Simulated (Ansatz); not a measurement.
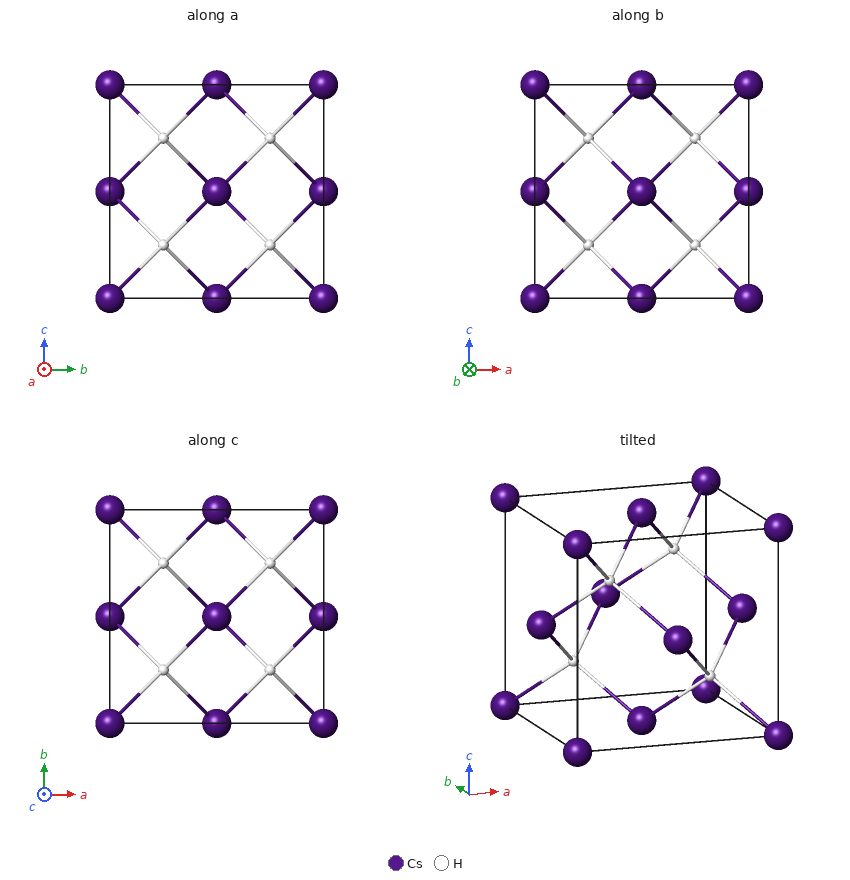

The crystal in a ball-and-stick representation, seen along the a axis, along the b axis, along the c axis and slightly off an axis. The conventional unit cell is drawn as a box.

Lattice parameters: a = 6.8451 Å, b = 6.8451 Å, c = 6.8451 Å, α = 90.000°, β = 90.000°, γ = 90.000°.

Question: Record the structure as a CIF in P1 with every atom of the cell.

Answer:
```cif
data_structure
_symmetry_space_group_name_H-M 'P 1'
_symmetry_Int_Tables_number 1
_cell_length_a 6.8451
_cell_length_b 6.8451
_cell_length_c 6.8451
_cell_angle_alpha 90.000
_cell_angle_beta 90.000
_cell_angle_gamma 90.000
_cell_volume 320.74
loop_
_atom_site_label
_atom_site_type_symbol
_atom_site_fract_x
_atom_site_fract_y
_atom_site_fract_z
_atom_site_occupancy
Cs1 Cs 0.0000 0.0000 0.0000 1
H1 H 0.2500 0.2500 0.7500 1
Cs2 Cs 0.0000 0.5000 0.5000 1
H2 H 0.2500 0.7500 0.2500 1
Cs3 Cs 0.5000 0.0000 0.5000 1
H3 H 0.7500 0.2500 0.2500 1
Cs4 Cs 0.5000 0.5000 0.0000 1
H4 H 0.7500 0.7500 0.7500 1
```

Its origin is a structure type filled with these elements by a generator (whether the compound takes this form wasn't checked). Relaxation method: DFT, PBEsol, plane waves, PAW (Ansatz).
